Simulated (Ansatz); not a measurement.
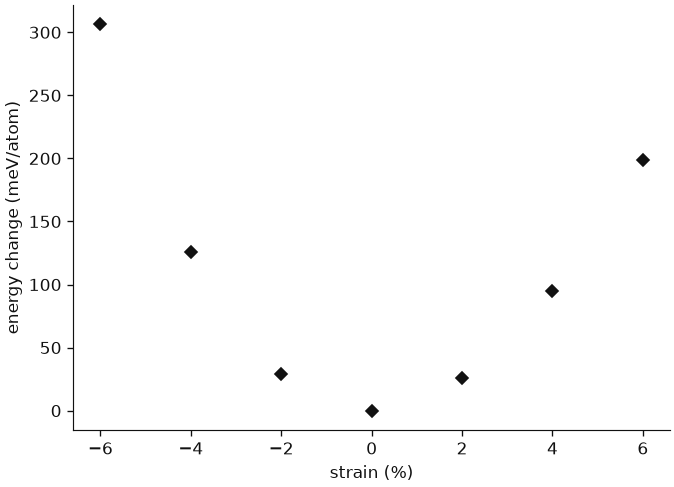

The figure shows the energy change against strain for SiNi₂, space group P6_3/mmc (No. 194).

The given structure:
```xyz
6
Lattice="3.8685 0.0000 0.0000 -1.9342 3.3502 0.0000 0.0000 0.0000 4.9170" Properties=species:S:1:pos:R:3 pbc="T T T"
Si    0.0000    2.2335    3.6877
Si    1.9342    1.1167    1.2292
Ni    0.0000    0.0000    0.0000
Ni    0.0000    0.0000    2.4585
Ni    0.0000    2.2335    1.2292
Ni    1.9342    1.1167    3.6877
```

Method: energy, stress and cell of a relaxed crystal along a series of strains, atoms and what the cell freedom names relaxed within the symmetry; stress is positive in compression; plane waves with PAW datasets, Γ-centred k mesh; energies extrapolated to zero smearing (Ansatz 0.2.0). Level: PBEsol, no spin polarisation.

- wave cutoff: 420 eV
- k mesh: 12×12×8
- occupations: Gaussian
- smearing width: 0.1 eV
- strain kind: isotropic
- cell freedom: cell held, all vectors scaled

From this curve and the settings, what does the calculation give for the stress zz, volume change and stress xx at the same points?

The stress zz falls from 58.67 GPa at strain −6 % to −23.67 GPa at 6 %, and changes sign near 0 %. The volume change rises from −16.94 % at strain −6 % to 19.10 % at 6 %. The stress xx falls from 67.97 GPa at strain −6 % to −28.02 GPa at 6 %, and changes sign near 0 %.

```json
{"strain (%)": "-6", "stress zz (GPa)": "58.67", "volume change (%)": "-16.94", "stress xx (GPa)": "67.97"}
{"strain (%)": "-4", "stress zz (GPa)": "33.42", "volume change (%)": "-11.53", "stress xx (GPa)": "38.90"}
{"strain (%)": "-2", "stress zz (GPa)": "14.30", "volume change (%)": "-5.88", "stress xx (GPa)": "16.73"}
{"strain (%)": "0", "stress zz (GPa)": "-0.02", "volume change (%)": "0.00", "stress xx (GPa)": "-0.01"}
{"strain (%)": "2", "stress zz (GPa)": "-10.60", "volume change (%)": "6.12", "stress xx (GPa)": "-12.47"}
{"strain (%)": "4", "stress zz (GPa)": "-18.27", "volume change (%)": "12.49", "stress xx (GPa)": "-21.56"}
{"strain (%)": "6", "stress zz (GPa)": "-23.67", "volume change (%)": "19.10", "stress xx (GPa)": "-28.02"}
```

Caveats: far from the equilibrium volume; no spin polarisation, a magnetic state may lie lower.
